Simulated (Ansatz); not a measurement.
Start from this file.

```cif
data_structure
_symmetry_space_group_name_H-M 'P 1'
_symmetry_Int_Tables_number 1
_cell_length_a 2.5040
_cell_length_b 2.5040
_cell_length_c 24.5818
_cell_angle_alpha 90.000
_cell_angle_beta 90.000
_cell_angle_gamma 120.000
_cell_volume 133.48
loop_
_atom_site_label
_atom_site_type_symbol
_atom_site_fract_x
_atom_site_fract_y
_atom_site_fract_z
_atom_site_occupancy
Cu1 Cu 0.00000 0.00000 0.37343 1
Cu2 Cu 0.66667 0.33333 0.28940 1
Cu3 Cu 0.33333 0.66667 0.45779 1
Cu4 Cu 0.00000 0.00000 0.62657 1
Cu5 Cu 0.66667 0.33333 0.54221 1
Cu6 Cu 0.33333 0.66667 0.71060 1
```

Characterise the structure given above.

Answer. The element is copper. The cell holds six atoms. Cu takes three kinds of site: 2c with twelve Cu in a cuboctahedral arrangement at 2.50 to 2.53 Å; 2d with nine Cu at 2.50 to 2.52 Å; 2d with twelve Cu in a cuboctahedral arrangement at 2.50 to 2.53 Å. The bonds build Cu layers parallel to (001).

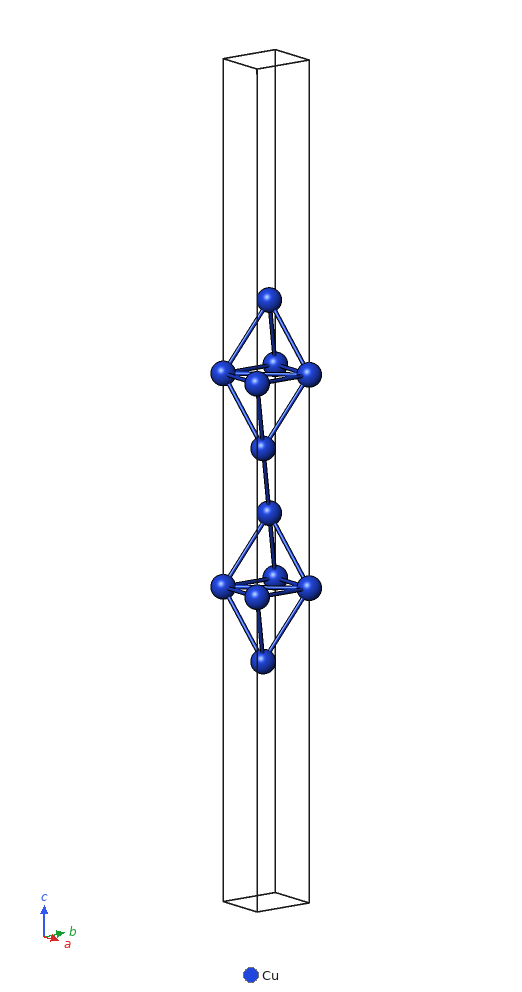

Drawn in the ball-and-stick manner and seen slightly off an axis. The frame is the simulation cell; atoms at its boundary are shown with their periodic copies.

The model was built from a structure listed in the Materials Project. A relaxation with DFT r2SCAN, scalar-relativistic, plane waves, PAW in Ansatz 0.2.0 gave the geometry drawn.
